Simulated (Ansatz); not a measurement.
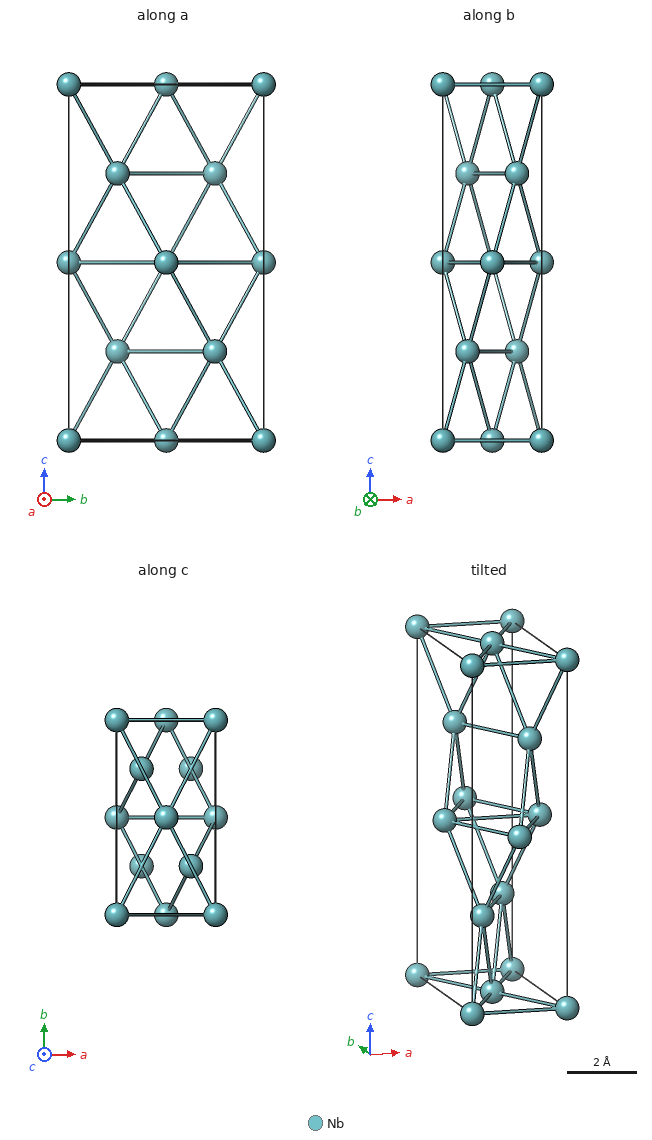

A ball-and-stick rendering, viewed along the a axis, along the b axis, along the c axis and slightly off an axis. The frame is the conventional unit cell; atoms at its boundary are shown with their periodic copies.

Lattice parameters: a = 2.895 Å, b = 5.702 Å, c = 10.425 Å, α = 90.00°, β = 90.00°, γ = 90.00°.

Transcribe the picture into a table of Wyckoff sites.

Answer. Space group Fddd:1 (No. 70).
```json
{"atom": "Nb", "site": "8a", "x": "0.2500", "y": "0.7500", "z": "0.7500"}
```

The cell started as a structure type filled with this element by a generator (whether the element takes this form wasn't checked). Earlier steps of the study may have refined or changed the cell and positions. A calculation with Ansatz used it as input.

At this level of theory the cell isn't at rest (stretched, at -14 GPa), so its distances can differ from those at equilibrium, the more so the softer the solid.
